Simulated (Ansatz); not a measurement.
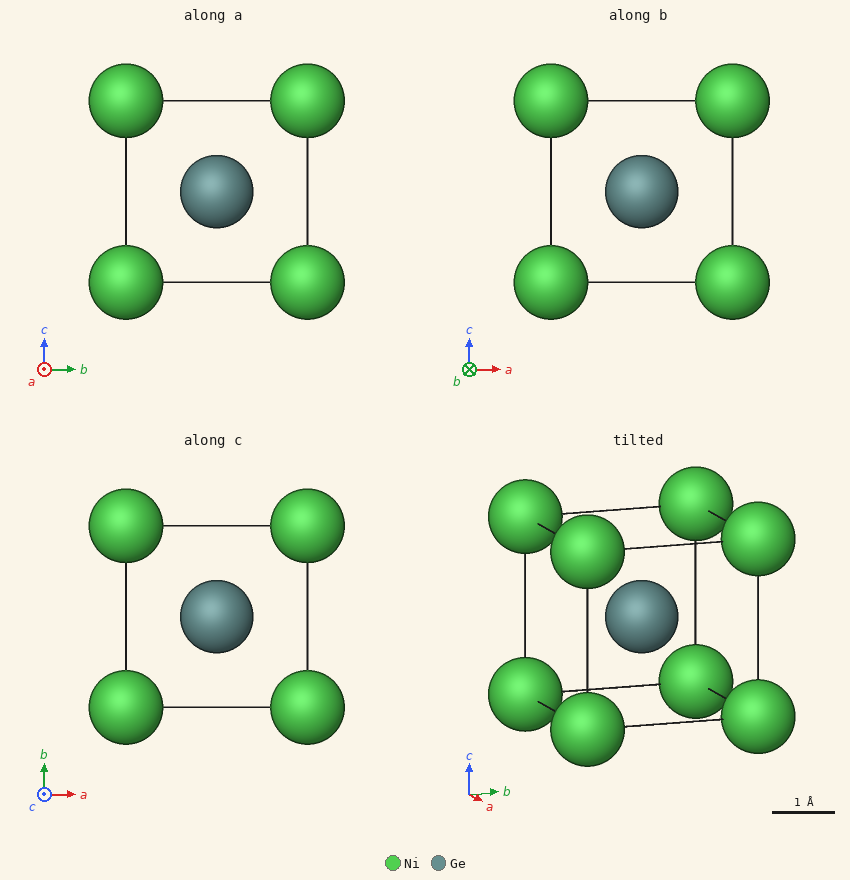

Crystal structure, spheres-only style, seen along the a axis, along the b axis, along the c axis and slightly off an axis. Atoms at the boundary of the conventional unit cell (the box) are drawn once for each face, edge or corner they touch.

Lattice parameters: a = 2.9767 Å, b = 2.9767 Å, c = 2.9767 Å, α = 90.000°, β = 90.000°, γ = 90.000°.

**Express the structure as a CIF in P1 with every atom of the cell.**

```cif
data_structure
_symmetry_space_group_name_H-M 'P 1'
_symmetry_Int_Tables_number 1
_cell_length_a 2.9767
_cell_length_b 2.9767
_cell_length_c 2.9767
_cell_angle_alpha 90.000
_cell_angle_beta 90.000
_cell_angle_gamma 90.000
_cell_volume 26.38
loop_
_atom_site_label
_atom_site_type_symbol
_atom_site_fract_x
_atom_site_fract_y
_atom_site_fract_z
_atom_site_occupancy
Ni1 Ni 0.0000 0.0000 0.0000 1
Ge1 Ge 0.5000 0.5000 0.5000 1
```

The cell started as a structure type filled with these elements by a generator (whether the compound takes this form wasn't checked). Earlier steps of the study may have refined or changed the cell and positions. An electronic-structure calculation with Ansatz was run on it.
